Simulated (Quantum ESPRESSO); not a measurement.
**Energy of Si along an even scaling of the cell**

System: Si (P6₃/mmc, 4 atoms in the cell).
Method: Kohn-Sham DFT of a periodic cell, PBE, SSSP 1.3 efficiency PBE, no spin polarisation (Quantum ESPRESSO 7.5).

The 7 runs differ only in the geometry, by an even scaling of the cell at fixed fractional positions. The structure derives from a Materials Project entry.

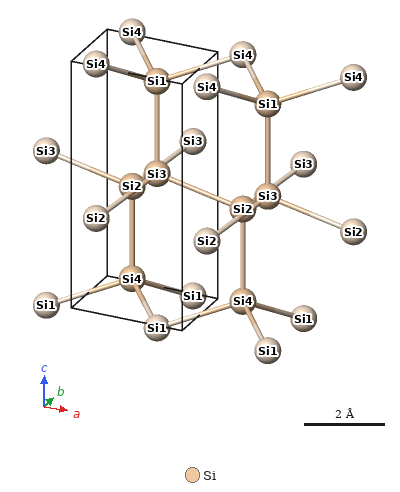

Figure 1. The structure of run 4 (ball-and-stick view of the cell of the calculation, repeated 2 × 1 × 1, seen slightly off an axis; neighbours outside the cell are drawn fainter; atoms are numbered from 1 in the order of the input).

**Input of run 4**
```
&CONTROL
  calculation = 'scf'
  prefix = 'pwscf'
  outdir = './tmp'
  pseudo_dir = './pseudo'
  tprnfor = .true.
  tstress = .true.
  disk_io = 'nowf'
/
&SYSTEM
  ibrav = 0
  nat = 4
  ntyp = 1
  ecutwfc = 55
  ecutrho = 440
  nbnd = 14
  occupations = 'smearing'
  smearing = 'fd'
  degauss = 0.00367493
/
&ELECTRONS
  conv_thr = 8d-10
  electron_maxstep = 120
  mixing_beta = 0.5
/
ATOMIC_SPECIES
Si    28.0850 Si.pbe-n-rrkjus_psl.1.0.0.UPF
CELL_PARAMETERS angstrom
   3.8313174605    0.0000000000    0.0000000000
  -1.9156587303    3.3180182508    0.0000000000
   0.0000000000    0.0000000000    6.3326220002
ATOMIC_POSITIONS crystal
Si     0.6666666667    0.3333333333    0.9369905000
Si     0.3333333333    0.6666666667    0.4369905000
Si     0.6666666667    0.3333333333    0.5630095000
Si     0.3333333333    0.6666666667    0.0630095000
K_POINTS automatic
8 8 4 0 0 0
```

Command:
```bash
OMP_NUM_THREADS=1 pw.x -in pw.in > pw.out
```

Lattice vectors (Å) and fractional positions of run 4:
```
   3.831317    0.000000    0.000000
  -1.915659    3.318018    0.000000
   0.000000    0.000000    6.332622
Si  0.666667  0.333333  0.936990
Si  0.333333  0.666667  0.436990
Si  0.666667  0.333333  0.563010
Si  0.333333  0.666667  0.063009
```

Run 3 differs from it as follows:
```diff
-   3.8313174605    0.0000000000    0.0000000000
-  -1.9156587303    3.3180182508    0.0000000000
-   0.0000000000    0.0000000000    6.3326220002
+   3.8056031457    0.0000000000    0.0000000000
+  -1.9028015729    3.2957490010    0.0000000000
+   0.0000000000    0.0000000000    6.2901199008
```

**Results, with one run withheld**

| run | volume per atom (Å³) | free energy per atom, from the lowest run given (meV) | pressure (GPa) | gap on the mesh (eV) |
| --- | --- | --- | --- | --- |
| 1 | 18.918 | 35.63 | 8.07 | 0.28 |
| 2 | 19.321 | 18.48 | 5.61 | 0.33 |
| 3 | 19.723 | ? | ? | ? |
| 4 | 20.126 | 1.22 | 1.40 | 0.42 |
| 5 | 20.528 | 0.00 | −0.40 | 0.46 |
| 6 | 20.931 | 3.08 | −2.03 | 0.50 |
| 7 | 21.333 | 10.03 | −3.49 | 0.54 |

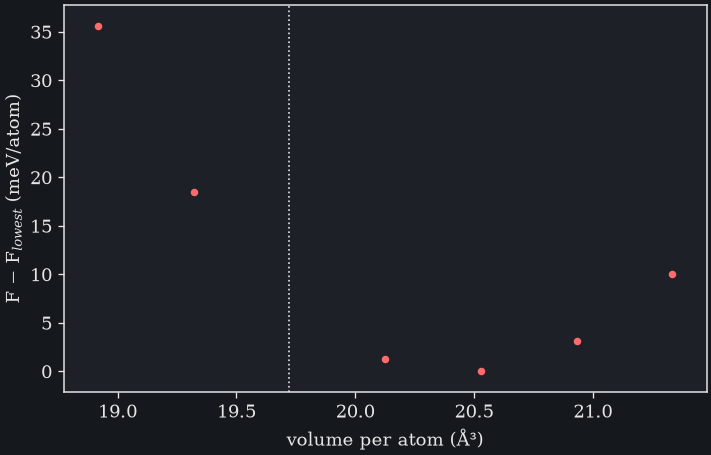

Figure 2. Free energy per atom of the runs given; the dotted line marks run 3.

Fit the runs given and predict run 3.

A cubic polynomial in V^(−2/3) (the Birch–Murnaghan form), fitted to the 6 runs given, misses them by under 0.01 meV per atom. With x = V^(−2/3) − 0.13499 Å⁻², it reads F = 0.92124 + 1721 x + 7.1473e+05 x² + 5.1786e+05 x³ (meV per atom). At run 3 it gives 7.22 meV per atom, and the run itself gives 7.21. The slope of the fit gives a pressure −dF/dV of 3.40 GPa there, and the run prints 3.40 GPa. The fit has its minimum at 20.436 Å³ per atom, where V d²F/dV² gives 88.9 GPa. Cell shape and fractional positions are held, so this is the stiffness under even scaling; the relaxed bulk modulus wasn't computed. The gap on the mesh goes, without turning, from 0.28 eV in run 1 to 0.54 eV in run 7; run 3 has 0.38 eV. These are gaps of this functional on this mesh, which can miss the band edges; they aren't the measured gap.

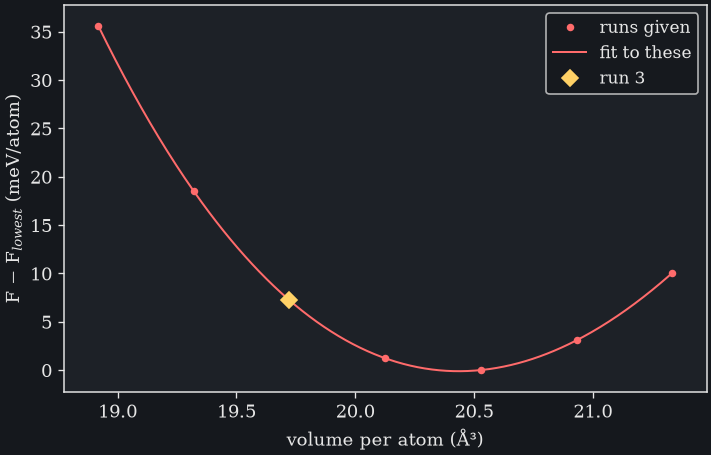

Figure 3. The fit and the withheld run.

**Some lines of the output (run 3)**
```
[...]
     unit-cell volume          =     532.3940 (a.u.)^3
     number of k points=    30  Fermi-Dirac smearing, width (Ry)=  0.0037
     total energy              =     -45.67456110 Ry
     total energy              =     -45.67354655 Ry
     total energy              =     -45.67470789 Ry
     total energy              =     -45.67478832 Ry
     total energy              =     -45.67478960 Ry
     total energy              =     -45.67478965 Ry
     total energy              =     -45.67478966 Ry
     the Fermi energy is     6.7997 ev
!    total energy              =     -45.67478966 Ry
     The total energy is F=E-TS. E is the sum of the following terms:
     Computing stress (Cartesian axis) and pressure
          total   stress  (Ry/bohr**3)                   (kbar)     P=       33.97
```
